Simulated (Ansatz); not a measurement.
# Σ3 (112) boundary in fcc Ir with Pd (substitutional): structure and resistance, part 2 of 2

How much does the Σ3 (112) boundary in fcc Ir with Pd (substitutional) reflect electrons?

Ansatz 0.2.0; Ansatz plane-wave DFT, PBE, PAW files; relaxation of a bicrystal slab with its lowest layers held; PAW set soft_1 (the session's first sound run).

So far. Step 2 (Relaxing the bicrystal): The largest force component on a free atom ends at 0.014 eV/Å, under the tolerance of 0.03, after 12 steps.

## (3) Transmission across the boundary

This step: Ansatz plane-wave DFT, PBE, PAW files; ballistic transport by layer matching (Landauer), zero bias; boundary relaxed in a short slab, bulk layers laid on; PAW set soft_1 (Ansatz 0.2.0).

System of this step: Σ3 (112) boundary in fcc Ir with Pd (substitutional). The cell holds 55 atoms: 54 Ir and 1 Pd. Cell: a = 2.715 Å, b = 6.650 Å, c = 50.770 Å, α = 90.0°, β = 90.0°, γ = 90.0°. It derives from Ir. Regions: lower grain, 22 atoms (22 Ir); boundary, 15 atoms (14 Ir and 1 Pd); upper grain, 18 atoms (18 Ir). Vacuum lies along c.

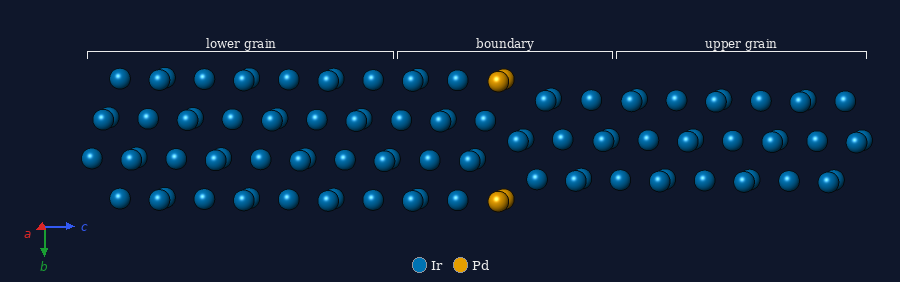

The cell of this step (iridium blue, palladium orange). Some periodic images of atoms are drawn too.

input.yaml reads:

```yaml
crystal:
  lattice:
    - [2.7148657757, 0.0, 0.0]
    - [0.0, 6.6500358706, 0.0]
    - [0.0, 0.0, 50.7699923782]
  atoms:
    - { symbol: Ir, position: [-14.4999999996, 9.6666666665, 0.0787866969] }
    - { symbol: Ir, position: [-13.9999999996, 9.3333333332, 0.094223261] }
    - { symbol: Ir, position: [-13.4999999996, 8.9999999999, 0.1096598251] }
    - { symbol: Ir, position: [-12.9999999997, 8.6666666665, 0.1250963893] }
    - { symbol: Ir, position: [-12.4999999997, 8.3333333332, 0.1405329534] }
    - { symbol: Ir, position: [-11.9999999997, 7.9999999999, 0.1559695175] }
    - { symbol: Ir, position: [-11.4999999997, 7.6666666666, 0.1714060817] }
    - { symbol: Ir, position: [-10.9999999997, 7.3333333332, 0.1868426458] }
    - { symbol: Ir, position: [-10.4999999997, 6.9999999999, 0.2022792099] }
    - { symbol: Ir, position: [-9.9999999998, 6.6666666666, 0.217715774] }
    - { symbol: Ir, position: [-9.4999999998, 6.3333333332, 0.2331523382] }
    - { symbol: Ir, position: [-8.9999999998, 5.9999999999, 0.2485889023] }
    - { symbol: Ir, position: [-8.4999999998, 5.6666666666, 0.2640254664] }
    - { symbol: Ir, position: [-7.9999999998, 5.3333333333, 0.2794620306] }
    - { symbol: Ir, position: [-7.4999999999, 4.9999999999, 0.2948985947] }
    - { symbol: Ir, position: [-6.9999999999, 4.6666666666, 0.3103351588] }
    - { symbol: Ir, position: [-6.4999999999, 4.3333333333, 0.3257717229] }
    - { symbol: Ir, position: [-5.9999999999, 3.9999999999, 0.3412082871] }
    - { symbol: Ir, position: [-5.4999999999, 3.6666666666, 0.3566448512] }
    - { symbol: Ir, position: [-4.9999999999, 3.3333333333, 0.3720814153] }
    - { symbol: Ir, position: [-4.5, 3.0, 0.3875179795] }
    - { symbol: Ir, position: [-4.0, 2.6666666666, 0.4029545436] }
    - { symbol: Ir, position: [0.5, 0.3333333333, 0.4183911077] }
    - { symbol: Ir, position: [0.0, 0.9966833255, 0.4339775041] }
    - { symbol: Ir, position: [0.5, 0.6658026457, 0.449610081] }
    - { symbol: Ir, position: [0.0, 0.333331997, 0.4644090733] }
    - { symbol: Ir, position: [0.5, 0.9988849053, 0.4803611426] }
    - { symbol: Ir, position: [0.0, 0.6626783065, 0.4965199303] }
    - { symbol: Ir, position: [0.5, 0.3341152332, 0.5106651669] }
    - { symbol: Pd, position: [0.0, -0.0022898606, 0.528023954] }
    - { symbol: Ir, position: [0.0, 0.4958695785, 0.5495021196] }
    - { symbol: Ir, position: [0.5, 0.8212291901, 0.5674097078] }
    - { symbol: Ir, position: [0.0, 0.1558172857, 0.5799093271] }
    - { symbol: Ir, position: [0.5, 0.4872174702, 0.5955558527] }
    - { symbol: Ir, position: [0.0, 0.8222663965, 0.6130094487] }
    - { symbol: Ir, position: [0.5, 0.1576387115, 0.6270525274] }
    - { symbol: Ir, position: [0.0, 0.4896245521, 0.6433551488] }
    - { symbol: Ir, position: [-4.5, 2.8229578854, 0.6587917129] }
    - { symbol: Ir, position: [-5.0, 3.1562912187, 0.6742282771] }
    - { symbol: Ir, position: [-5.4999999999, 3.4896245521, 0.6896648412] }
    - { symbol: Ir, position: [-5.9999999999, 3.8229578854, 0.7051014053] }
    - { symbol: Ir, position: [-6.4999999999, 4.1562912187, 0.7205379694] }
    - { symbol: Ir, position: [-6.9999999999, 4.4896245521, 0.7359745336] }
    - { symbol: Ir, position: [-7.4999999999, 4.8229578854, 0.7514110977] }
    - { symbol: Ir, position: [-7.9999999999, 5.1562912187, 0.7668476618] }
    - { symbol: Ir, position: [-8.4999999998, 5.489624552, 0.782284226] }
    - { symbol: Ir, position: [-8.9999999998, 5.8229578854, 0.7977207901] }
    - { symbol: Ir, position: [-9.4999999998, 6.1562912187, 0.8131573542] }
    - { symbol: Ir, position: [-9.9999999998, 6.489624552, 0.8285939183] }
    - { symbol: Ir, position: [-10.4999999998, 6.8229578854, 0.8440304825] }
    - { symbol: Ir, position: [-10.9999999997, 7.1562912187, 0.8594670466] }
    - { symbol: Ir, position: [-11.4999999997, 7.489624552, 0.8749036107] }
    - { symbol: Ir, position: [-11.9999999997, 7.8229578853, 0.8903401749] }
    - { symbol: Ir, position: [-12.4999999997, 8.1562912187, 0.905776739] }
    - { symbol: Ir, position: [-12.9999999997, 8.489624552, 0.9212133031] }
kpoints:
  mp_grid: { grid: [9, 4, 1] }
hamiltonian:
  xc: pbe
  pseudopotentials: { kind: paw, azcp: { folder: soft_1 } }
scf:
  occupations: { method: fermi_dirac, width: 0.1 }
output:
  transmission:
    leads: [[12, 13], [44, 45]]
    kmesh: [24, 10]
    e_range: [-0.1, 0.1]
    de: 0.05
  write_potential: true
  write_density: true
  volumetric_format: npy
  elf: true
```

Run with:

```console
ansatz run input.yaml --threads 4 --pin off --max-ram 15360MiB --backend cpu --events-out ev --progress --plain --runs-dir out
```

Numbers of over 12 decimals in the logs are rounded to 6 here.

The program printed:

```text
[...]
Crystal: 55 atoms, lattice volume = 916.599 Å³
Basis set: ecut = 420 eV, 17959 PW (Γ)
Bands: 562, of which v1, the nominal top of the filled ones, is band 468 counted from 1 (467 counted from 0)
Symmetry: 2 space group operations
[...]
k-points: 15 of 36 (time reversal used)
[...]
SCF iter   1: F=—  HF=-651573.241192 eV  |F-HF|=—  |Δ(HF+E_count)|=         —  Δρ=1.20e-1  dr2=8.39e2  ethr=3.10e-3  ⟨swp⟩=6.3  Hψ=29328  notcnv=0  defer=209
[...]
SCF iter  14: F=-651554.848765 eV  HF=-651554.848765 eV  |F-HF|=1.42e-8  |Δ(HF+E_count)|=   1.47e-8  Δρ=8.41e-7  dr2=1.92e-8  ethr=1.07e-11  ⟨swp⟩=12.3  Hψ=23744  notcnv=0
SCF 1 converged in 14 iterations: F = -651554.848765 eV  dr2 = 1.92e-8
[...]
transmission: 578 of 5772 steps passed
transmission: 1155 of 5772 steps passed
[...]
transmission: 5772 of 5772 steps passed
WARN: The input density's exchange-correlation potential varies sharply where the density is thin. Do not read a vacuum level from v_tot or v_xc, or from such a field of the output density. On a cell that repeats whose density bears no net charge and no dipole along the vacuum's axis use v_es (v_loc + v_h of the components); under efield.dipole_correction with no amplitude use v_es + v_field, which holds any external [...]
SCF converged after 14 iterations
the last check of whether an eigenvalue changes by more than its tolerance under the output density was not made (no_room)
Free energy (F): -651554.848765 eV
[...]
Internal energy: -651553.073997 eV  (E = F + TS)
E sigma→0 (E₀):  -651553.961381 eV
Entropy (-TS):   -1.774768 eV (-32.269 meV/atom)
Fermi energy:    20.970308 eV
[...]
--- Band table (eV; the first three rows and the last of 15) ---
  k-point 0: bands = [... 464 lower, 20.4661, 20.5128, 20.6036, 20.6801, 20.6947, 20.7693, 20.7904, 20.8332, ... 90 higher]
  k-point 1: bands = [... 464 lower, 20.4123, 20.4434, 20.4672, 20.5119, 20.5571, 20.6137, 20.6283, 20.6443, ... 90 higher]
  k-point 2: bands = [... 464 lower, 20.3071, 20.3438, 20.3809, 20.3920, 20.4475, 20.4754, 20.5200, 20.5213, ... 90 higher]
  k-point 14: bands = [... 464 lower, 21.7529, 21.7583, 21.7813, 21.8075, 21.8130, 21.8292, 21.8530, 21.8629, ... 90 higher]
--- Transmission ---
  basis      : 159 plane waves across, 74 finite elements along
  points     : 78, standing for a mesh of 24 x 10
  energies   : 5 from -0.100000 to 0.100000 eV about the Fermi level, 0.050000 eV apart; the leads are filled to 0.000000 eV, and channels, transmission and decay are at 0.000000 eV
  crystal 0  : Ir3, at the sites [12, 13], period 2.3511 Å, over 18.03 Å; its Hamiltonian steps by up to 14.5 meV
    offset         : up to 0.0000 Å between an atom of the period and one for which it stands
    channels       : 4.783333e0 a spin
    conductance    : none, the energies end too early or step too widely for 300 K: set another output.transmission.e_range or a lower de, or, where they end at an eighth of basis.ecutwfc, a higher one
    slowest decay  : 0.0831 /Å at (0.5000, 0.5000)
[...]
channels       : 4.741667e0 a spin
[...]
slowest decay  : 0.0833 /Å at (0.5000, 0.5000)
  junction   : crystal 0 to crystal 1, 12.71 to 37.45 Å
    transmission   : 2.320796e0 a spin
[...]
```

Elapsed: 20 min, on 4 threads of Arm Neoverse V1, shared host; peak memory 10 GiB.

In the SCF lines HF is the Harris–Foulkes energy and dr2 the Hartree energy of the density residual, in eV; the loop may stop once dr2 is under the threshold and the program's other checks hold. Hψ counts applications of the Hamiltonian.

This step gave:

```
free energy                                    : -651554.8488 eV
energy at zero smearing                        : -651553.9614 eV
Fermi energy                                   : 20.97 eV
cell area                                      : 18.05 Å²
transmission per spin nearest the Fermi level  : 2.321
open channels per spin nearest the Fermi level : 4.783
open channels per spin, upper lead             : 4.742
step of the lead's potential                   : 14.5 meV
step of the upper lead's potential             : 18 meV
```

Per spin. Table of transmission, zone mean by energy, zero at the Fermi level:

| energy (eV) | transmission, zone mean |
| --- | --- |
| -0.1000 | 2.27 |
| -0.0500 | 2.30 |
| 0.0000 | 2.32 |
| 0.0500 | 2.36 |
| 0.1000 | 2.39 |

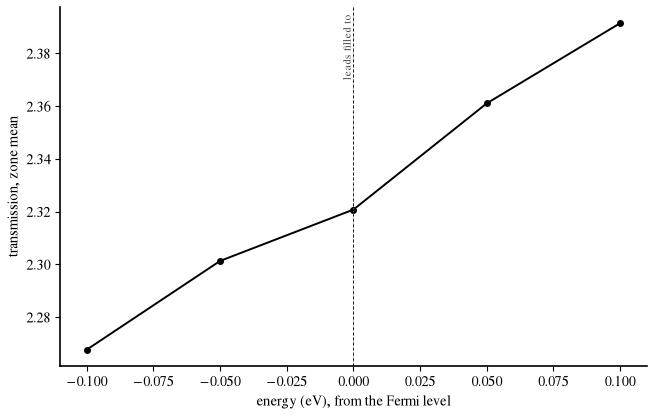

Transmission, zone mean, plotted against energy.

Per spin. The open channels, zone mean by energy, zero at the Fermi level:

| energy (eV) | lead | upper lead |
| --- | --- | --- |
| -0.1000 | 4.62 | 4.62 |
| -0.0500 | 4.69 | 4.72 |
| 0.0000 | 4.78 | 4.74 |
| 0.0500 | 4.83 | 4.78 |
| 0.1000 | 4.83 | 4.82 |

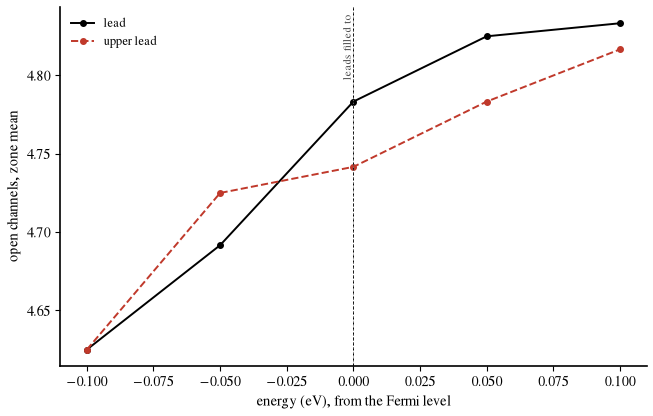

Open channels, zone mean against energy.

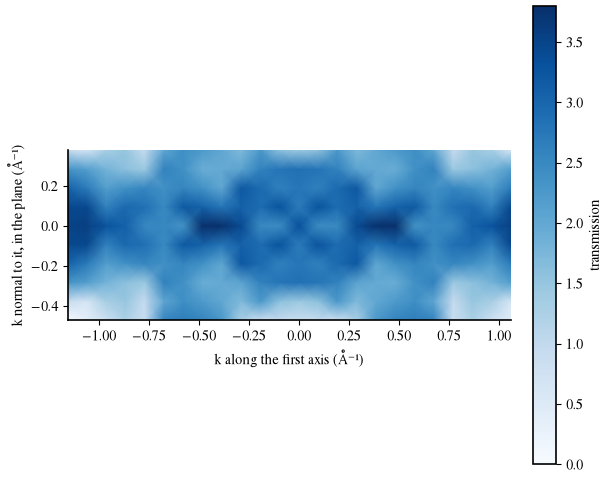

Transmission over k1 and k2. At 0.0000 eV from the Fermi level.

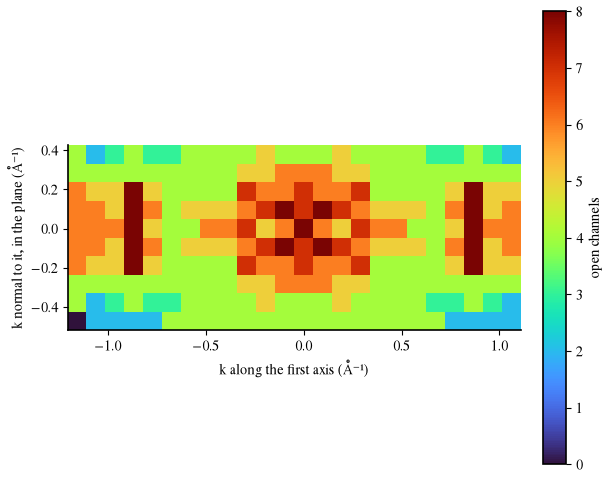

Open channels over k1 and k2. At 0.0000 eV from the Fermi level.

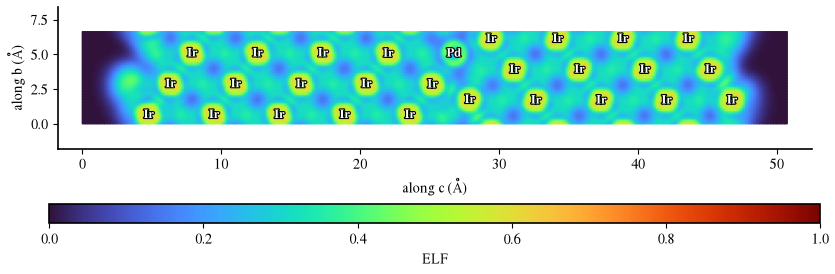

ELF in the cb plane at fractional x = 0.000, with atoms of Ir and Pd within 0.2 Å of it. It is the smooth field of the valence electrons, not physical close to the nuclei. The map starts off the cell's origin, so that atoms lie inside it.

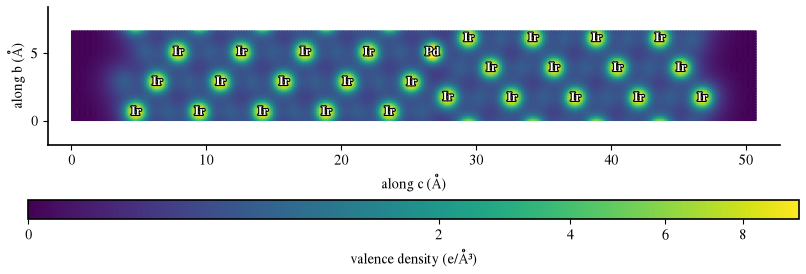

Valence density in the cb plane at fractional x = 0.000, with atoms of Ir and Pd within 0.2 Å of it. It is the smooth field of the valence electrons, not physical close to the nuclei. The map starts off the cell's origin, so that atoms lie inside it. The colour scale is stretched toward low values.

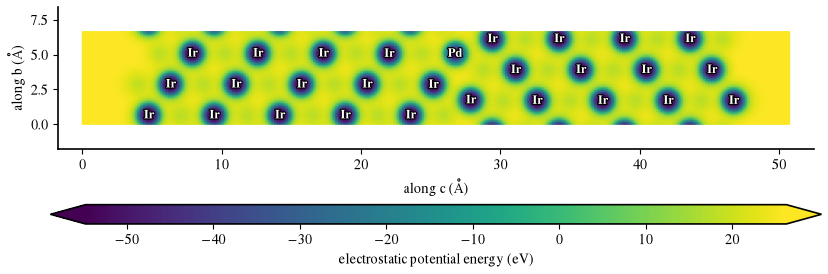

Electrostatic potential energy in the cb plane at fractional x = 0.000, with atoms of Ir and Pd within 0.2 Å of it. With pseudopotentials it is smooth inside the atoms' cores, unlike the true potential. The map starts off the cell's origin, so that atoms lie inside it.

Over the solved energies the transmission per spin lies between 2.27 and 2.39, out of 4.75 channels of the lead on average (up to 4.83).

## (4) Specific resistance

This step: Ansatz plane-wave DFT, PBE, PAW files; ballistic transport by layer matching (Landauer), zero bias; specific resistance of the boundary; PAW set soft_1 (Ansatz 0.2.0).

This step gave:

```
area resistance                      : 0.5096 fΩ m²
T over the leads' mean channel count : 0.4907
```

Averaged over the energies near the Fermi level, 49.1 % of the channels pass, which makes 0.510 fΩ m².

By hand, with T and the leads' channels N averaged over the energies near the Fermi level: RA = A (h/2e²)(1/T − ½[1/N₁ + 1/N₂]) = 18.05×10⁻²⁰ m² × 12 906 Ω × (1/2.328 − ½[1/4.752 + 1/4.738]) = 0.510 fΩ m².

## (5) What came out

| Item | Value |
| --- | --- |
| specific resistance of the boundary | 0.510 fΩ m² |
| share of channels that pass | 0.491 |

The boundary has a specific resistance of 0.51 fΩ m². The boundary reflects 51 % of the channels; 0.51 fΩ m² is 5.1×10⁻¹² Ω·cm². One Pd in 18.1 Å² of boundary is a high coverage. In the relaxation the upper grain slid sideways by about 1.2 Å, so the result belongs to the position that it found, not to the starting one. Each plane of this narrow cell holds one atom, so the solute fills a whole plane. One starting structure was relaxed; another shift or atom count at the boundary may lie lower. Spin-orbit coupling is left out, which matters for Ir.

[Logs are printed without paths, hosts, clocks, repeated set-up lines and the standing remarks that a program may print on its own settings, such as how far it seeks lower states.]

[Hosts, paths, dates, database ids (printed as entryN), source tags and the programs' standing remarks are cut or masked in the printed files.]
